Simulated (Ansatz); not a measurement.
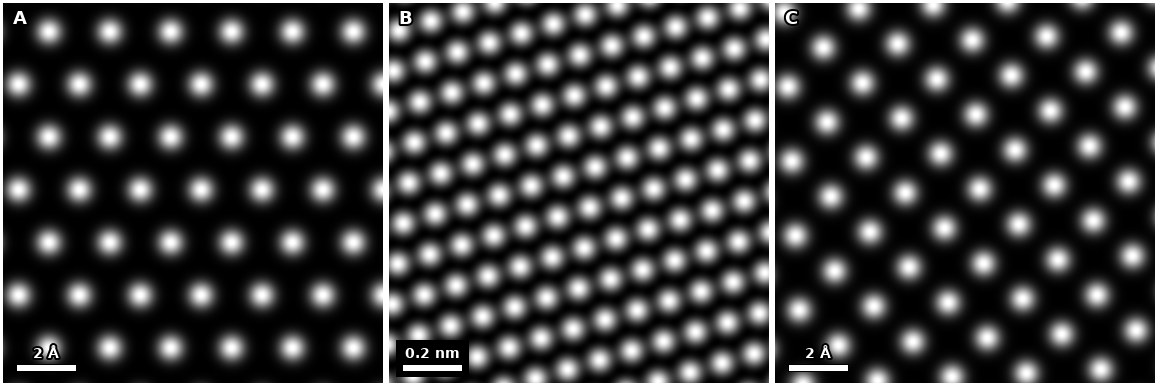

Three views of Ni (Fd-3m, No. 227) along different zone axes. Simulation: incoherent imaging, intensity Z^1.7 per atom, probe width 0.70 Å, thin sample. The probe carries 15 % of its weight in a tail 2.5 times as wide. Atomic positions: coordinates from a relaxation with DFT, PBE, plane waves (420 eV) with PAW, scalar-relativistic in Ansatz 0.2.0; the starting structure was generated, so it need not be a known form of this composition.

```cif
data_structure
_symmetry_space_group_name_H-M 'Fd-3m:1'
_symmetry_Int_Tables_number 227
_cell_length_a 5.1002
_cell_length_b 5.1002
_cell_length_c 5.1002
_cell_angle_alpha 90.000
_cell_angle_beta 90.000
_cell_angle_gamma 90.000
_cell_volume 132.67
loop_
_atom_site_label
_atom_site_type_symbol
_atom_site_symmetry_multiplicity
_atom_site_Wyckoff_symbol
_atom_site_fract_x
_atom_site_fract_y
_atom_site_fract_z
_atom_site_occupancy
Ni1 Ni 8 b 0.25000 0.25000 0.75000 1
```

Question: Match the panels to the zone axes [001], [111] and [210].

Answer: A is [111]: projected cell 2.08 × 2.08 Å, 120°, plane group p6mm. B is [210]: projected cell 1.14 × 1.40 Å, 114°, plane group c2mm. C is [001]: projected cell 1.80 × 1.80 Å, 90°, plane group p4mm.
